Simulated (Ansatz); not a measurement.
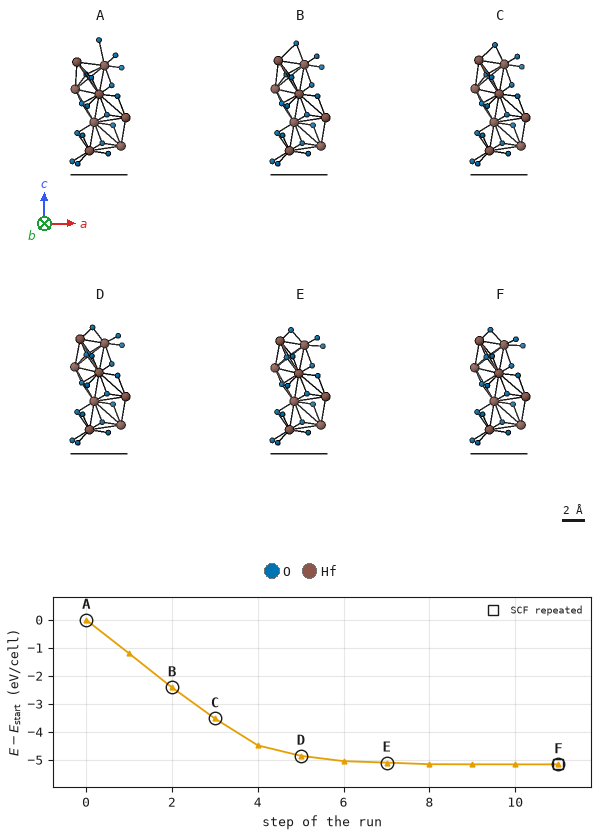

Frames of a constrained relaxation of a slab of composition Hf$_{8}$O$_{17}$ (cut from the P2_1/c phase), marked on the history of the run. A ball-and-stick model of the cell of the calculation, outlined in the plane, without the vacuum (origin shifted), seen along the b axis.

Case: 1 O a cell, anchor, over a hollow O-Hf-Hf site. The slab is the (0 0 1) face of HfO2 with O on it. 12 atoms are held fixed.

Level of theory: Ansatz 0.2.0, DFT PBE+D3(BJ), scalar-relativistic, plane waves, PAW.

Input
```yaml
crystal:
  lattice:
    - [5.126095951, 0.0, 0.0]
    - [0.0, 5.2021810339, 0.0]
    - [0.0, 0.0, 27.7472087125]
  atoms:
    - { symbol: O, position: [0.6347922139, 0.2419181659, 0.2883172892] }
    - { symbol: O, position: [0.5361300045, 0.7580818341, 0.2961752936] }
    - { symbol: O, position: [0.1832406025, 0.3358219387, 0.322068142] }
    - { symbol: Hf, position: [0.8445046138, 0.5424419743, 0.3315124605] }
    - { symbol: Hf, position: [0.4118787139, 0.0424419743, 0.3472748593] }
    - { symbol: O, position: [0.0731427251, 0.8358219387, 0.3567191777] }
    - { symbol: O, position: [0.7202533231, 0.2580818341, 0.3826120262] }
    - { symbol: O, position: [0.6215911137, 0.7419181659, 0.3904700305] }
    - { symbol: O, position: [0.2687017117, 0.1641780613, 0.4163628789] }
    - { symbol: Hf, position: [0.929965723, 0.9575580257, 0.4258071973] }
    - { symbol: Hf, position: [0.4973398231, 0.4575580257, 0.4415695962] }
    - { symbol: O, position: [0.1586038343, 0.6641780613, 0.4510139147] }
    - { symbol: O, position: [0.8059420475, 0.2460642658, 0.4796778172] }
    - { symbol: O, position: [0.7067388764, 0.7615638145, 0.4885251036] }
    - { symbol: O, position: [0.3491442613, 0.3320972083, 0.5124346173] }
    - { symbol: Hf, position: [0.0175366314, 0.5413107222, 0.5188912978] }
    - { symbol: Hf, position: [0.5904576601, 0.0520258638, 0.5359348439] }
    - { symbol: O, position: [0.2455560568, 0.8350206696, 0.5484930426] }
    - { symbol: O, position: [0.8783699597, 0.2748948508, 0.5740721046] }
    - { symbol: O, position: [0.7865196321, 0.7638673486, 0.5848979691] }
    - { symbol: O, position: [0.4223968141, 0.1807706014, 0.6072264576] }
    - { symbol: Hf, position: [0.1146506409, 0.9534605005, 0.6142279127] }
    - { symbol: Hf, position: [0.6193644076, 0.485390975, 0.6257147404] }
    - { symbol: O, position: [0.3129574154, 0.6861994464, 0.6481802624] }
    - { symbol: O, position: [0.015657488, 0.7083503073, 0.6989961846], spin: 2.0 }
basis:
  ecutwfc: 420
kpoints:
  mp_grid: { grid: [3, 3, 1] }
hamiltonian:
  xc: pbe
  dispersion: d3bj
scf:
  occupations: { method: gaussian, width: 0.05 }
output:
  forces: true
  eigenvalues: true
  populations: true
  write_density: true
  write_potential: true
  elf: true
  volumetric_format: npy
magnetization:
  spin_polarized: true
relax:
  adjacent_minimum: "off"
  f_tol: 0.04
  max_steps: 100
  constraints: [{ sites: [0, 1, 2, 3, 4, 5, 6, 7, 8, 9, 10, 11] }]
efield:
  axis: 3
  dipole_correction: true
  ramp_width: 0.04
```

Launched with:
```bash
ansatz run input.yaml --threads 8 --pin off --max-ram 20480MiB --backend cpu --events-out ev --progress --plain --runs-dir out
```

Describe the path.

Answer. The largest move is that of O25, 1.29 Å at 40° to the normal (−c side). By element the largest moves are O 1.29 Å, Hf 0.24 Å. The cell doesn't change. Among the contacts that change: Hf23–O25 3.099 → 1.985 Å, Hf22–O25 2.723 → 2.063 Å, Hf22–Hf23 3.802 → 4.144 Å, Hf22–Hf23 (another image) 3.532 → 3.199 Å. New bonds form: Hf23–O25 (3.10 → 1.98 Å). Bond angles that change, for instance: Hf22–O20–Hf23 117.0° → 97.1°, Hf16–O20–Hf17 94.5° → 107.7°, Hf22–O24–Hf23 129.1° → 140.4°. After 10 accepted moves (11 points after the start) the energy has fallen by 5.157 eV per cell of the calculation. Largest force component: 2 eV/Å at the start, 0.019 eV/Å at the end. 1 step only repeated the SCF at the same geometry. Cost: 7.7 min on 8 threads of Intel(R) Xeon(R) Platinum 8259CL CPU @ 2.50GHz (Skylake/Cascade Lake), with other jobs on the host, peak memory 5.2 GiB. From step 0 to 2: O25 moves most (0.39 Å), energy −2.411 eV per cell of the calculation. From step 2 to 3: O25 moves most (0.19 Å), energy −1.108 eV per cell of the calculation. From step 3 to 5: O25 moves most (0.39 Å), energy −1.333 eV per cell of the calculation. From step 5 to 7: O25 moves most (0.38 Å), energy −0.244 eV per cell of the calculation. From step 7 to 11: O24 moves most (0.22 Å), energy −61.7 meV per cell of the calculation.

Limits of the set-up: the periodic images lie only 5.1 Å apart, so the values are limited by the cell's size.
